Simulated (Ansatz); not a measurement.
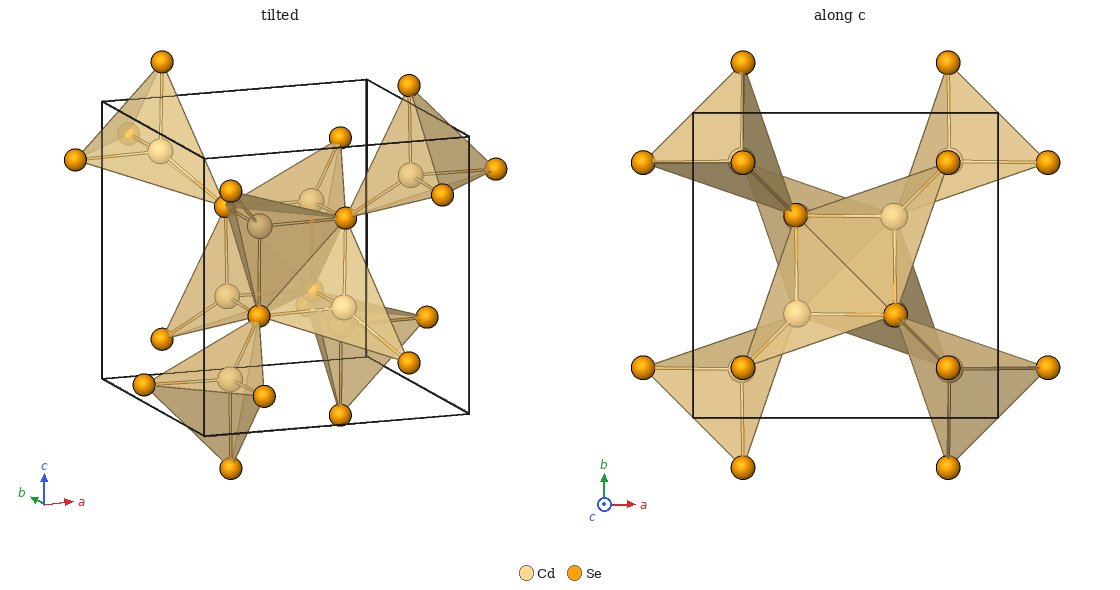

The crystal in a polyhedral representation, seen slightly off an axis and along the c axis. The lines enclose the conventional unit cell; boundary atoms appear with their images. Some neighbours outside the box are added. Cell: a = 8.46 Å, b = 8.46 Å, c = 8.46 Å, α = 90.00°, β = 90.00°, γ = 90.00°.

The structure comes from a structure type filled with these elements by a generator (whether the compound takes this form wasn't checked). Earlier steps of the study may have refined or changed the cell and positions. It went into a calculation with Ansatz.

Question: Notes on the structure:

Answer: The stoichiometry is CdSe. Space group: I-43m (No. 217). Lattice: body-centred cubic. Content of the cell: 8 Cd, 8 Se (Z = 8). The coordination shell of Cd holds four Se at about 2.6 to 2.7 Å. Se is coordinated by four Cd at about 2.6 to 2.7 Å. The bonds build a three-dimensional framework.

Level of theory and settings: Ansatz 0.2.0, DFT PBE, scalar-relativistic, plane waves, PAW, E_cut = 420 eV, k-points about 0.18 Å⁻¹ apart, Gaussian smearing of 0.02 eV, no spin polarisation.

Question: Predict the gap.

Answer: A semiconductor at this level, with a gap of 0.92 eV, indirect.

Question: How are the electrons shared out in a Bader analysis?

Answer: Cd +0.74 e; Se -0.74 e.

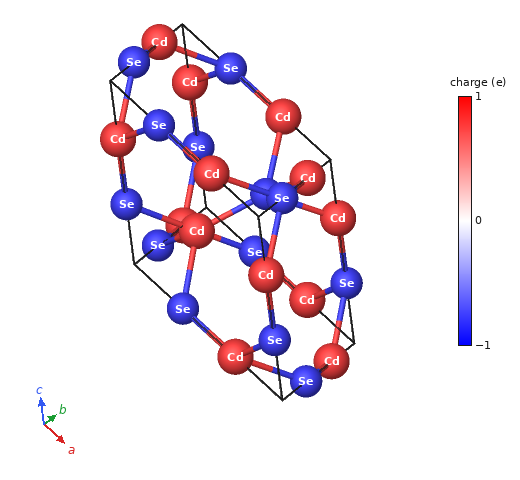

The atoms coloured by those charges. The run's cell of 8 atoms is drawn, so axes and origin can differ from the first picture.

Question: Do the forces and the stress vanish for this geometry?

Answer: Yes. The largest force is 0.01 eV/Å. The pressure is 0.0 GPa, close to zero.
